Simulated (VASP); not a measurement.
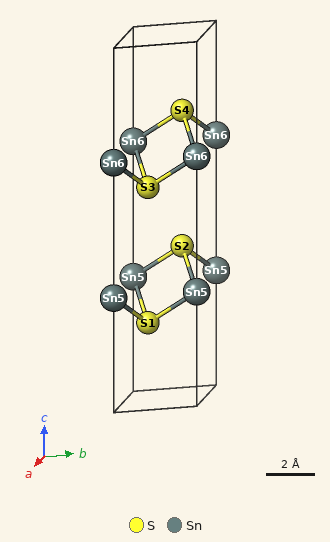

*The structure as given in the input (ball-and-stick view of the cell of the calculation, with the vacuum cut short, seen slightly off an axis; atoms are numbered from 1 in the order of the input). An atom can appear more than once, as a periodic image.*

**Geometry relaxation, with input and output: SnS₂ (part 1 of 4)**

SnS₂ (slab, 6 atoms in the cell), computed with Kohn-Sham DFT of a periodic cell, rev-vdW-DF2, VASP PAW PBE potentials, recommended, no spin polarisation (VASP 6.6.1).

The structure derives from an entry of the Crystallography Open Database.

OSZICAR:
```
N       E                     dE             d eps       ncg     rms          rms(c)
DAV:   1     0.513667271558E+03    0.51367E+03   -0.24867E+04  1298   0.172E+03
DAV:   2     0.528293104254E+02   -0.46084E+03   -0.45115E+03  1454   0.384E+02
DAV:   3    -0.127554426834E+02   -0.65585E+02   -0.63765E+02  1396   0.158E+02
DAV:   4    -0.162580468179E+02   -0.35026E+01   -0.34844E+01  1457   0.394E+01
DAV:   5    -0.163931153926E+02   -0.13507E+00   -0.13500E+00  1775   0.751E+00    0.122E+01
DAV:   6    -0.154292128557E+02    0.96390E+00   -0.22367E+00  1690   0.136E+01    0.862E+00
DAV:   7    -0.154120025976E+02    0.17210E-01   -0.10513E+00  1612   0.563E+00    0.122E+00
DAV:   8    -0.153784748399E+02    0.33528E-01   -0.19568E-01  1716   0.366E+00    0.101E+00
DAV:   9    -0.153795820178E+02   -0.11072E-02   -0.10524E-02  1532   0.565E-01    0.286E-01
DAV:  10    -0.153795880185E+02   -0.60007E-05   -0.15626E-03  1748   0.393E-01    0.202E-01
DAV:  11    -0.153797124732E+02   -0.12445E-03   -0.34475E-04  1476   0.110E-01    0.503E-02
DAV:  12    -0.153797352143E+02   -0.22741E-04   -0.28695E-05  1772   0.306E-02    0.256E-02
DAV:  13    -0.153797874069E+02   -0.52193E-04   -0.12973E-05  1533   0.303E-02    0.448E-03
DAV:  14    -0.153798027607E+02   -0.15354E-04   -0.16667E-06  1060   0.852E-03    0.445E-03
DAV:  15    -0.153798090682E+02   -0.63075E-05   -0.36151E-07   988   0.456E-03    0.370E-03
DAV:  16    -0.153798315482E+02   -0.22480E-04   -0.11799E-06  1085   0.414E-03    0.261E-03
DAV:  17    -0.153798418265E+02   -0.10278E-04   -0.61009E-07  1037   0.308E-03    0.302E-03
DAV:  18    -0.153798435077E+02   -0.16812E-05   -0.16570E-07   981   0.215E-03    0.132E-03
DAV:  19    -0.153798438295E+02   -0.32181E-06   -0.17525E-07   974   0.267E-03
   1 F= -.15379844E+02 E0= -.15379844E+02  d E =-.153798E+02
       N       E                     dE             d eps       ncg     rms          rms(c)
DAV:   1    -0.159284016647E+02   -0.54856E+00   -0.17083E+01  1470   0.496E+01    0.495E+00
DAV:   2    -0.155414860580E+02    0.38692E+00   -0.12219E+00  1601   0.127E+01    0.211E+00
DAV:   3    -0.154225307196E+02    0.11896E+00   -0.29069E-01  1597   0.580E+00    0.725E-01
DAV:   4    -0.154123102351E+02    0.10220E-01   -0.30599E-02  1855   0.164E+00    0.278E-01
DAV:   5    -0.154102992729E+02    0.20110E-02   -0.38929E-03  1666   0.625E-01    0.141E-01
DAV:   6    -0.154101254231E+02    0.17385E-03   -0.84978E-04  1424   0.271E-01    0.686E-02
DAV:   7    -0.154100834215E+02    0.42002E-04   -0.11928E-04  1697   0.873E-02    0.275E-02
DAV:   8    -0.154100995122E+02   -0.16091E-04   -0.19299E-05  1416   0.425E-02    0.178E-02
DAV:   9    -0.154101112051E+02   -0.11693E-04   -0.17960E-06  1079   0.953E-03    0.103E-02
DAV:  10    -0.154101225093E+02   -0.11304E-04   -0.12853E-06  1081   0.653E-03    0.515E-03
DAV:  11    -0.154101346445E+02   -0.12135E-04   -0.16871E-06  1075   0.506E-03    0.140E-03
DAV:  12    -0.154101421675E+02   -0.75229E-05   -0.82381E-07  1047   0.358E-03    0.130E-03
DAV:  13    -0.154101506516E+02   -0.84842E-05   -0.17377E-06  1083   0.369E-03    0.140E-03
DAV:  14    -0.154101544857E+02   -0.38340E-05   -0.86020E-07  1033   0.275E-03    0.831E-04
DAV:  15    -0.154101556197E+02   -0.11341E-05   -0.17088E-07   941   0.160E-03    0.321E-04
DAV:  16    -0.154101567288E+02   -0.11091E-05   -0.21262E-07   949   0.133E-03    0.111E-04
DAV:  17    -0.154101571914E+02   -0.46267E-06   -0.74893E-08   925   0.957E-04
   2 F= -.15410157E+02 E0= -.15410157E+02  d E =-.303134E-01
       N       E                     dE             d eps       ncg     rms          rms(c)
DAV:   1    -0.154743974305E+02   -0.64241E-01   -0.17569E+00  1470   0.147E+01    0.173E+00
DAV:   2    -0.154321924636E+02    0.42205E-01   -0.13056E-01  1541   0.424E+00    0.681E-01
DAV:   3    -0.154201382922E+02    0.12054E-01   -0.28692E-02  1581   0.186E+00    0.260E-01
DAV:   4    -0.154188804384E+02    0.12579E-02   -0.32876E-03  1880   0.588E-01    0.864E-02
DAV:   5    -0.154186930583E+02    0.18738E-03   -0.37648E-04  1810   0.180E-01    0.462E-02
DAV:   6    -0.154186866897E+02    0.63686E-05   -0.79815E-05  1450   0.731E-02    0.134E-02
DAV:   7    -0.154186885819E+02   -0.18922E-05   -0.83360E-06  1404   0.285E-02    0.717E-03
DAV:   8    -0.154186899251E+02   -0.13432E-05   -0.16416E-06   940   0.132E-02    0.187E-03
DAV:   9    -0.154186901585E+02   -0.23337E-06   -0.41918E-07   946   0.711E-03
   3 F= -.15418690E+02 E0= -.15418690E+02  d E =-.388463E-01
       N       E                     dE             d eps       ncg     rms          rms(c)
DAV:   1    -0.154187731969E+02   -0.83272E-04   -0.30156E-03  1498   0.620E-01    0.702E-02
DAV:   2    -0.154187033563E+02    0.69841E-04   -0.22113E-04  1592   0.177E-01    0.283E-02
DAV:   3    -0.154186824529E+02    0.20903E-04   -0.51192E-05  1626   0.787E-02    0.104E-02
DAV:   4    -0.154186792893E+02    0.31637E-05   -0.55315E-06  1255   0.236E-02    0.344E-03
DAV:   5    -0.154186782459E+02    0.10433E-05   -0.93088E-07   876   0.899E-03    0.130E-03
DAV:   6    -0.154186779270E+02    0.31890E-06   -0.33222E-07   869   0.528E-03
   4 F= -.15418678E+02 E0= -.15418678E+02  d E =-.388341E-01
       N       E                     dE             d eps       ncg     rms          rms(c)
DAV:   1    -0.154194016550E+02   -0.72341E-03   -0.29937E-02  1401   0.141E+00    0.129E-01
DAV:   2    -0.154191675922E+02    0.23406E-03   -0.19561E-03  1555   0.383E-01    0.615E-02
DAV:   3    -0.154190953381E+02    0.72254E-04   -0.16032E-04  1618   0.137E-01    0.337E-02
DAV:   4    -0.154190799179E+02    0.15420E-04   -0.32516E-05  1713   0.630E-02    0.116E-02
DAV:   5    -0.154190796293E+02    0.28853E-06   -0.44056E-06  1199   0.187E-02
   5 F= -.15419080E+02 E0= -.15419080E+02  d E =-.401702E-03
       N       E                     dE             d eps       ncg     rms          rms(c)
DAV:   1    -0.154202096668E+02   -0.11297E-02   -0.80103E-02  1401   0.230E+00    0.211E-01
DAV:   2    -0.154195854053E+02    0.62426E-03   -0.52247E-03  1562   0.624E-01    0.997E-02
DAV:   3    -0.154193907114E+02    0.19469E-03   -0.43087E-04  1618   0.225E-01    0.544E-02
DAV:   4    -0.154193485535E+02    0.42158E-04   -0.86865E-05  1720   0.102E-01    0.193E-02
DAV:   5    -0.154193469119E+02    0.16416E-05   -0.12121E-05  1571   0.297E-02    0.792E-03
DAV:   6    -0.154193475027E+02   -0.59080E-06   -0.14080E-06   971   0.963E-03
   6 F= -.15419348E+02 E0= -.15419348E+02  d E =-.669576E-03
       N       E                     dE             d eps       ncg     rms          rms(c)
DAV:   1    -0.154193501161E+02   -0.32042E-05   -0.14116E-04  1436   0.972E-02    0.861E-03
DAV:   2    -0.154193488027E+02    0.13134E-05   -0.87200E-06  1534   0.259E-02    0.404E-03
DAV:   3    -0.154193485080E+02    0.29470E-06   -0.64715E-07   855   0.973E-03
   7 F= -.15419349E+02 E0= -.15419349E+02  d E =-.670581E-03
       N       E                     dE             d eps       ncg     rms          rms(c)
DAV:   1    -0.154197385513E+02   -0.38975E-03   -0.18047E-02  1602   0.134E+00    0.149E-01
DAV:   2    -0.154194429276E+02    0.29562E-03   -0.12848E-03  1561   0.378E-01    0.594E-02
DAV:   3    -0.154193569770E+02    0.85951E-04   -0.27670E-04  1618   0.169E-01    0.229E-02
DAV:   4    -0.154193519348E+02    0.50421E-05   -0.27764E-05  1857   0.441E-02    0.110E-02
DAV:   5    -0.154193511796E+02    0.75528E-06   -0.37965E-06  1182   0.205E-02
   8 F= -.15419351E+02 E0= -.15419351E+02  d E =-.267154E-05
       N       E                     dE             d eps       ncg     rms          rms(c)
DAV:   1    -0.154194626170E+02   -0.11068E-03   -0.43522E-03  1601   0.658E-01    0.745E-02
DAV:   2    -0.154193945900E+02    0.68027E-04   -0.31654E-04  1554   0.187E-01    0.293E-02
DAV:   3    -0.154193741414E+02    0.20449E-04   -0.67412E-05  1602   0.829E-02    0.110E-02
DAV:   4    -0.154193712520E+02    0.28894E-05   -0.60180E-06  1258   0.214E-02    0.508E-03
DAV:   5    -0.154193699292E+02    0.13228E-05   -0.12628E-06   856   0.108E-02    0.161E-03
DAV:   6    -0.154193697806E+02    0.14860E-06   -0.41779E-07   785   0.652E-03
   9 F= -.15419370E+02 E0= -.15419370E+02  d E =-.212726E-04
```

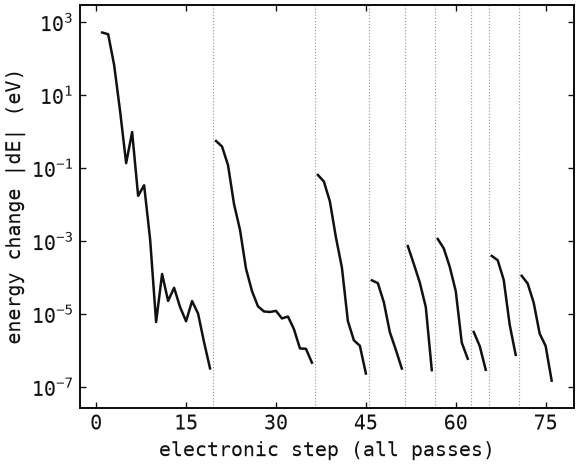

*Convergence of the self-consistent field: energy change |dE| against the electronic step. Each stretch between dotted lines is the SCF of one geometry step of a relaxation.*

The 9 ionic steps take 3 to 19 electronic steps each. The density is held fixed in the first few steps, and dE rises again when its update begins.

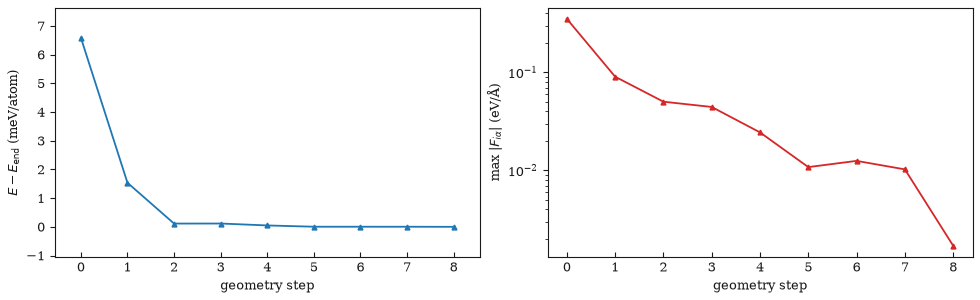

*Progress of the relaxation, step by step (steps are counted from 0).*

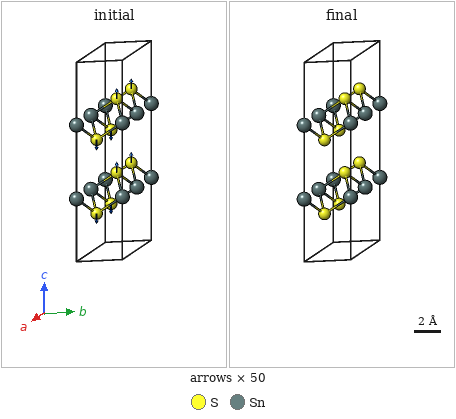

*Before (left) and after (right) the relaxation, at one scale (ball-and-stick view of the 2 × 1 repeat of the cell, with the vacuum cut short, seen slightly off an axis). The blue arrows give the displacements (without the part carried along by the change of the cell), magnified 50 times.*

The largest moves relative to the cell, 0.018 Å, are those of S2 and S3. By element the largest moves are S 0.018 Å, Sn 0.001 Å. In the plane the drawn cell goes a 7.278 → 7.363 Å (+1.2 %), b 3.639 → 3.681 Å (+1.2 %). Distances before and after: S1–Sn5 2.562 → 2.592 Å. The energy falls by 6.6 meV per atom in 8 geometry steps. Largest force component: 0.35 eV/Å at the start, 0.0017 eV/Å at the end. (Atoms are counted from 1 in the order of the input.)

Parts of OUTCAR:
```
SYSTEM = SnS2
   EDIFF = 1E-6
   EDIFFG = -0.01
   ENCUT = 600
   GGA = MK
   IBRION = 2
   ISIF = 3
   ISMEAR = 0
   LASPH = .True.
   LREAL = .False.
   NELM = 80
   NSW = 90
   PREC = Accurate

 ion  position               nearest neighbor table
   1  0.667  0.333  0.336-   5 2.56   5 2.56   5 2.56
   2  0.333  0.667  0.445-   5 2.56   5 2.56   5 2.56
   3  0.667  0.333  0.555-   6 2.56   6 2.56   6 2.56
   4  0.333  0.667  0.664-   6 2.56   6 2.56   6 2.56
   5  0.000  0.000  0.391-   1 2.56   2 2.56   2 2.56   1 2.56   1 2.56   2 2.56
   6  0.000  0.000  0.609-   3 2.56   4 2.56   4 2.56   3 2.56   3 2.56   4 2.56

  LATTYP: Found a hexagonal cell.
 ALAT       =     3.6390000000
 C/A-ratio  =     7.3652102226

  Lattice vectors:

 A1 = (   3.6390000000,   0.0000000000,   0.0000000000)
 A2 = (  -1.8195000000,   3.1514664400,   0.0000000000)
 A3 = (   0.0000000000,   0.0000000000,  26.8020000000)

Analysis of symmetry for initial positions (statically):
=====================================================================
 Subroutine PRICEL returns:
 Original cell was already a primitive cell.

 Routine SETGRP: Setting up the symmetry group for a
 hexagonal supercell.

 Subroutine GETGRP returns: Found 12 space group operations
 (whereof 12 operations were pure point group operations)
 out of a pool of 24 trial point group operations.

The static configuration has the point symmetry D_3d.

Analysis of symmetry for dynamics (positions and initial velocities):
=====================================================================
 Subroutine PRICEL returns:
 Original cell was already a primitive cell.

 Routine SETGRP: Setting up the symmetry group for a
 hexagonal supercell.

 Subroutine GETGRP returns: Found 12 space group operations
 (whereof 12 operations were pure point group operations)
 out of a pool of 24 trial point group operations.

The dynamic configuration has the point symmetry D_3d.

 Subroutine INISYM returns: Found 12 space group operations
 (whereof 12 operations are pure point group operations),
 and found     1 'primitive' translations

----------------------------------------------------------------------------------------

                                     Primitive cell

  volume of cell :     307.3703

  direct lattice vectors                    reciprocal lattice vectors
     3.639000000  0.000000000  0.000000000     0.274800769  0.158656298  0.000000000
    -1.819500000  3.151466440  0.000000000     0.000000000  0.317312597  0.000000000
     0.000000000  0.000000000 26.802000000     0.000000000  0.000000000  0.037310648

  length of vectors
     3.639000000  3.638999996 26.802000000     0.317312597  0.317312597  0.037310648

  position of ions in fractional coordinates (direct lattice)
     0.666666670  0.333333330  0.335795840
     0.333333330  0.666666670  0.445265280
     0.666666670  0.333333330  0.554734720
     0.333333330  0.666666670  0.664204160
     0.000000000  0.000000000  0.390530560
     0.000000000  0.000000000  0.609469440

  ion indices of the primitive-cell ions
   primitive index   ion index
                 1           1
                 2           2
                 3           3
                 4           4
                 5           5
                 6           6

----------------------------------------------------------------------------------------

 KPOINTS: k-points

Automatic generation of k-mesh.
 Grid dimensions read from file:
 generate k-points for:   12   12    1

 Generating k-lattice:

  Cartesian coordinates                     Fractional coordinates (reciprocal lattice)
     0.022900064  0.013221358  0.000000000     0.083333333  0.000000000  0.000000000
     0.000000000  0.026442716  0.000000000     0.000000000  0.083333333  0.000000000
     0.000000000  0.000000000  0.037310648     0.000000000  0.000000000  1.000000000

  Length of vectors
     0.026442716  0.026442716  0.037310648

  Shift w.r.t. Gamma in fractional coordinates (k-lattice)
     0.000000000  0.000000000  0.000000000

 Subroutine IBZKPT returns following result:
 ===========================================

 Found     19 irreducible k-points:

 Following reciprocal coordinates:
            Coordinates               Weight
  0.000000  0.000000  0.000000      1.000000
  0.083333 -0.000000  0.000000      6.000000
  0.166667 -0.000000  0.000000      6.000000
  0.250000 -0.000000  0.000000      6.000000
  0.333333 -0.000000  0.000000      6.000000
  0.416667  0.000000  0.000000      6.000000
  0.500000 -0.000000  0.000000      3.000000
  0.083333  0.083333  0.000000      6.000000
  0.166667  0.083333  0.000000     12.000000
  0.250000  0.083333  0.000000     12.000000
  0.333333  0.083333  0.000000     12.000000
  0.416667  0.083333  0.000000     12.000000
  0.166667  0.166667  0.000000      6.000000
  0.250000  0.166667  0.000000     12.000000
  0.333333  0.166667  0.000000     12.000000
  0.416667  0.166667  0.000000      6.000000
  0.250000  0.250000  0.000000      6.000000
  0.333333  0.250000  0.000000     12.000000
  0.333333  0.333333  0.000000      2.000000
   k-points           NKPTS =     19   k-points in BZ     NKDIM =     19   number of bands    NBANDS=     31
   number of dos      NEDOS =    301   number of ions     NIONS =      6
   total plane-waves  NPLWV = 194400
   dimension x,y,z NGX =    30 NGY =   30 NGZ =  216
   dimension x,y,z NGXF=    60 NGYF=   60 NGZF=  432
   ions per type =               4   2
   NGX,Y,Z   is equivalent  to a cutoff of  13.71, 13.71, 13.40 a.u.
   NGXF,Y,Z  is equivalent  to a cutoff of  27.41, 27.41, 26.80 a.u.
 SYSTEM =  SnS2
   PREC   = accura    normal or accurate (medium, high low for compatibility)
   ISTART =      0    job   : 0-new  1-cont  2-samecut
   ICHARG =      2    charge: 1-file 2-atom 10-const
   ISPIN  =      1    spin polarized calculation?
   LNONCOLLINEAR =      F non collinear calculations
   LSORBIT =      F    spin-orbit coupling
   LASPH  =      T    aspherical Exc in radial PAW
   ENCUT  =  600.0 eV  44.10 Ry    6.64 a.u.   7.27  7.27 53.53*2*pi/ulx,y,z
   NELM   =     80;   NELMIN=  2; NELMDL= -5     # of ELM steps
   EDIFF  = 0.1E-05   stopping-criterion for ELM
   LREAL  =      F    real-space projection
   EDIFFG = -.1E-01   stopping-criterion for IOM
   NSW    =     90    number of steps for IOM
   IBRION =      2    ionic relax: 0-MD 1-quasi-New 2-CG
   NFREE  =      1    steps in history (QN), initial steepest desc. (CG)
   ISIF   =      3    stress and relaxation
   ISYM   =      2    0-nonsym 1-usesym 2-fastsym
   POTIM  = 0.5000    time-step for ionic-motion
   TEBEG  =    0.0;   TEEND  =   0.0 temperature during run
   PSTRESS=    0.0 pullay stress
   NELECT =      52.0000    total number of electrons
   NUPDOWN=      -1.0000    fix difference up-down
   EMIN   =  10.00;   EMAX   =-10.00  energy-range for DOS
   EFERMI =   0.00;   METHOD = LEGACY
   ISMEAR =     0;   SIGMA  =   0.03  broadening in eV -4-tet -1-fermi 0-gaus
   EFERMI_NEDOS =   21; number of points for ismear=-14 and -15
   IALGO  =     38    algorithm
   IMIX   =      4    mixing-type and parameters
     AMIX     =   0.40;   BMIX     =  1.00
     AMIX_MAG =   1.60;   BMIX_MAG =  1.00
  volume/ion in A,a.u.               =      51.23       345.71
  Fermi-wavevector in a.u.,A,eV,Ry     =   0.905431  1.711016 11.154125  0.819805
  Thomas-Fermi vector in A             =   2.028998
   LORBIT       =      0    0 simple, 1 ext, 2 COOP (PROOUT), +10 PAW based schemes
   GGA     = MK    functional components
   LHFCALC =     F    Hartree Fock is set to
   AEXX    =    0.0000 exact exchange contribution
   IVDW_NL    =     1    kernel type
   BPARAM     = 6.3000
   IVDW    =     0    specifies the selected vdW correction
   LEPSILON=     F    determine dielectric tensor
   LRPA    =     F    only Hartree local field effects (RPA)
 conjugate gradient relaxation of ions
 non-spin polarized calculation
 Gauss-broadening in eV      SIGMA  =   0.03
  energy-cutoff  :      600.00
  volume of cell :      307.37
 maximum number of plane-waves:     10299
 NGX is ok and might be reduce to    30
   NGX = 15   NGY = 15   NGZ =107
```
